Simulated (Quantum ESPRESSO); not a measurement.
# AlN (F-43m): a worked LO-TO splitting

How high does the longitudinal optical mode of AlN (F-43m) lie, given the transverse one, the Born charge and ε∞?

Calculated with Quantum ESPRESSO 7.5; DFT LDA, scalar-relativistic, plane waves, JTH PAW pseudopotentials.

### Step 1. The relaxed structure

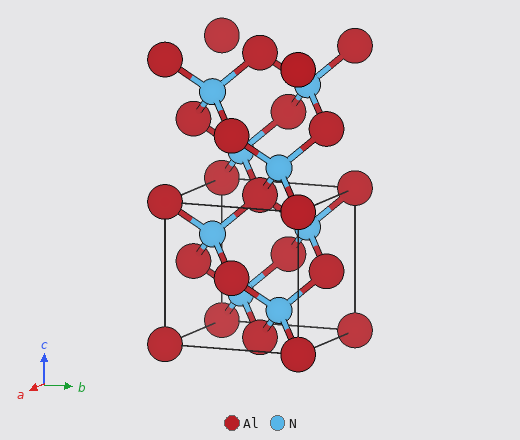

The cell as given, slightly off an axis (aluminium red, nitrogen blue). 1×1×2 cells are drawn. This picture shows the conventional cell, with its axes. Bonds to atoms that aren't drawn are left out. Some periodic images of atoms are drawn too.

Coordinates:

```xyz
2
Lattice="-2.1688 0.0000 2.1688 0.0000 2.1688 2.1688 -2.1688 2.1688 0.0000" Properties=species:S:1:pos:R:3 pbc="T T T"
Al    0.0000    0.0000    0.0000
N    -3.2532    3.2532    3.2532
```

This is the cell after its relaxation at this level of theory, not the database cell from which that began.

### Step 2. What the response run gave

A linear-response run on the relaxed cell, with the response to an electric field; only its zone-centre results are used. Cutoff 60 Ry, k mesh 8×8×8.

Output:

```text
[banners, grids, parts of the stress and lines that vanish by symmetry left out]
Program PHONON v.7.5
     Reading xml data from directory:

[...]
Exchange-correlation= PW
                           (   1   4   0   0   0   0   0)
[...]
kinetic-energy cut-off    =      60.0000  Ry
     charge density cut-off    =     480.0000  Ry
     convergence threshold     =      1.0E-18
[...]
Exchange-correlation= PW
                           (   1   4   0   0   0   0   0)
[...]
q = (   0.0000000   0.0000000   0.0000000 )
     25 Sym.Ops. (with q -> -q+G )
     G cutoff =  816.9381  (  24357 G-vectors)     FFT grid: ( 45, 45, 45)
     G cutoff =  408.4690  (   8657 G-vectors)  smooth grid: ( 30, 30, 30)
     number of k points=    29
[...]
Mode symmetry, T_d (-43m)  point group:
[...]
Dielectric constant
[...]
End of electric fields calculation
          Dielectric constant in cartesian axis
          (       4.552407993      -0.000000000       0.000000000 )
          (       0.000000000       4.552407993      -0.000000000 )
          (       0.000000000      -0.000000000       4.552407993 )
          Effective charges (d Force / dE) in cartesian axis without acoustic sum rule applied (asr)
           atom    1  Al    Mean Z*:        2.53295
      Ex  (        2.53295        0.00000        0.00000 )
      Ey  (        0.00000        2.53295       -0.00000 )
      Ez  (        0.00000       -0.00000        2.53295 )
           atom    2  N     Mean Z*:       -2.53644
      Ex  (       -2.53644        0.00000       -0.00000 )
      Ey  (       -0.00000       -2.53644       -0.00000 )
      Ez  (        0.00000       -0.00000       -2.53644 )
          Effective charges Sum: Mean:       -0.00349
[...]
Effective charges (d Force / dE) in cartesian axis with asr applied:
           atom    1  Al    Mean Z*:        2.53469
[...]
atom    2  N     Mean Z*:       -2.53469
[...]
Representation #   1 modes #   1   2   3
[...]
End of self-consistent calculation
     Convergence has been achieved
     Representation #   2 modes #   4   5   6
[...]
End of self-consistent calculation
     Convergence has been achieved
[...]
Dielectric constant in cartesian axis
          (       4.552407993      -0.000000000       0.000000000 )
          (       0.000000000       4.552407993      -0.000000000 )
          (       0.000000000      -0.000000000       4.552407993 )
          Effective charges (d Force / dE) in cartesian axis without acoustic sum rule applied (asr)
           atom    1  Al    Mean Z*:        2.53295
      Ex  (        2.53295        0.00000        0.00000 )
      Ey  (        0.00000        2.53295       -0.00000 )
      Ez  (        0.00000       -0.00000        2.53295 )
           atom    2  N     Mean Z*:       -2.53644
      Ex  (       -2.53644        0.00000       -0.00000 )
      Ey  (       -0.00000       -2.53644       -0.00000 )
      Ez  (        0.00000       -0.00000       -2.53644 )
          Effective charges Sum: Mean:       -0.00349
[...]
Effective charges (d Force / dE) in cartesian axis with asr applied:
           atom    1  Al    Mean Z*:        2.53469
[...]
atom    2  N     Mean Z*:       -2.53469
[...]
q = (    0.000000000   0.000000000   0.000000000 )
[...]
freq (    1) =      -0.014707 [THz] =      -0.490580 [cm-1]
     freq (    2) =      -0.014707 [THz] =      -0.490580 [cm-1]
     freq (    3) =      -0.014707 [THz] =      -0.490580 [cm-1]
     freq (    4) =      20.037437 [THz] =     668.376939 [cm-1]
     freq (    5) =      20.037437 [THz] =     668.376939 [cm-1]
     freq (    6) =      20.037437 [THz] =     668.376939 [cm-1]
[...]
Mode symmetry, T_d (-43m)  point group:
     freq (   1-   3) =         -0.5  [cm-1]   --> T_2  G_15 P_4   I+R
     freq (   4-   6) =        668.4  [cm-1]   --> T_2  G_15 P_4   I+R

   JOB DONE.
```

```
                       quantity   value
             cell volume Ω (Å³)  20.404
                 mass of Al (u)  26.982
                  mass of N (u)  14.007
     Born charge of Al, raw (e)   2.533
      Born charge of N, raw (e)  -2.536
                             ε∞   4.552
ω(TO) after the sum rule (cm⁻¹)   668.4
```

### Step 3. The calculation

The charges must sum to zero over the cell; taking off their mean, -0.002 e, leaves Z* = 2.535 e on Al. In the polar mode Al moves against N, so the reduced mass is μ = 26.98 × 14.01 / 40.99 = 9.220 u.

A longitudinal wave builds up a field that adds to the restoring force: ω(LO)² = ω(TO)² + 4π Z*² / (μ Ω ε∞), in Hartree atomic units. With μ = 16808 electron masses and Ω = 137.69 bohr³ the second term is 7.6632e-06 Ha², or 369131 cm⁻² (1 Ha = 219474.6 cm⁻¹).

So ω(LO) = √(446732 + 369131) = 903.3 cm⁻¹, and by the Lyddane-Sachs-Teller relation ε₀ = ε∞ (ω(LO)/ω(TO))² = 8.31.

### Step 4. Check against the program

The analysis program adds the same non-analytic term to the full matrix, here for q along (1 0 0).

Output:

```text
[banner, memory and clock lines left out]
Program DYNMAT v.7.5

     Reading Dynamical Matrix from file g.dyn
     ...Force constants read
     ...epsilon and Z* read

     Polarizability (A^3 units)
     multiply by 0.457847 for Clausius-Mossotti correction
         5.767901    0.000000    0.000000
        -0.000000    5.767901   -0.000000
         0.000000   -0.000000    5.767901

     IR activities are in (D/A)^2/amu units

# mode   [cm-1]    [THz]      IR
    1     -0.00   -0.0000    0.0000
    2     -0.00   -0.0000    0.0000
    3      0.00    0.0000    0.0000
    4    668.38   20.0374   16.0757
    5    668.38   20.0374   16.0757
    6    903.25   27.0787   16.0757
```

ε₀ comes from the program's run without a direction of q.

| quantity | by hand | program |
| --- | --- | --- |
| ω(LO) (cm⁻¹) | 903.3 | 903.2 |
| ε₀ | 8.31 | 8.31 |

### Step 5. Summary of results

```json
{"TO mode": "668.4 cm⁻¹", "LO mode": "903.2 cm⁻¹", "static dielectric constant": "8.314"}
```

In words: The LO mode of AlN (F-43m) lies at 903 cm⁻¹, 235 cm⁻¹ above the TO mode; the formula meets the program within 0.1 cm⁻¹, as it must for a cubic crystal with one polar mode. ω(LO)² − ω(TO)² goes with Z*²/ε∞: an error of 5 % in ε∞ would move the LO mode by 9.8 cm⁻¹, and semilocal functionals tend to overestimate ε∞. These are harmonic values at zero temperature, at the volume of this functional, for the structure held cubic; stability elsewhere in the zone is no part of this calculation.

[Host names and launcher messages were left out of these logs when they were recorded.]

[Logs are printed without paths, hosts, clocks, repeated set-up lines and the standing remarks that a program may print on its own settings, such as how far it seeks lower states.]

[Hosts, paths, dates, database ids (printed as entryN), source tags and the programs' standing remarks are cut or masked in the printed files.]
